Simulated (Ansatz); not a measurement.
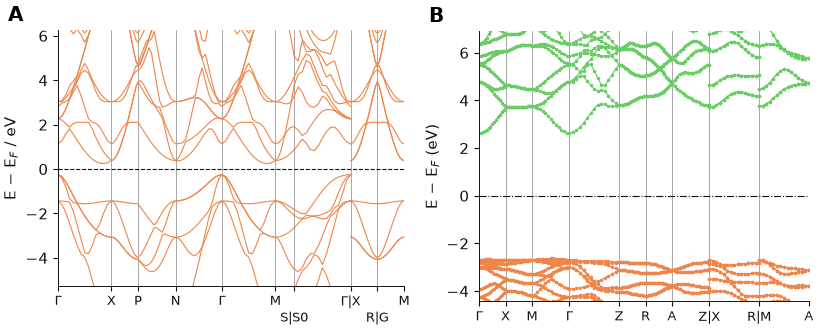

Two computed band structures (energies from the Fermi level, put mid-gap where there is a gap).

Question: Match each plot to its system.
1. Si, space group I4_1/amd (No. 141), 4 atoms in the cell; PBEsol, Ansatz
2. LiCl, space group P4_12_12 (No. 92), 8 atoms in the cell; LDA, Ansatz

Answer: A is 1 (Si: gap 0.5 eV, path Γ–X–P–N–Γ–M–S|S0–Γ|X–R|G–M); B is 2 (LiCl: gap 5.3 eV, path Γ–X–M–Γ–Z–R–A–Z|X–R|M–A).
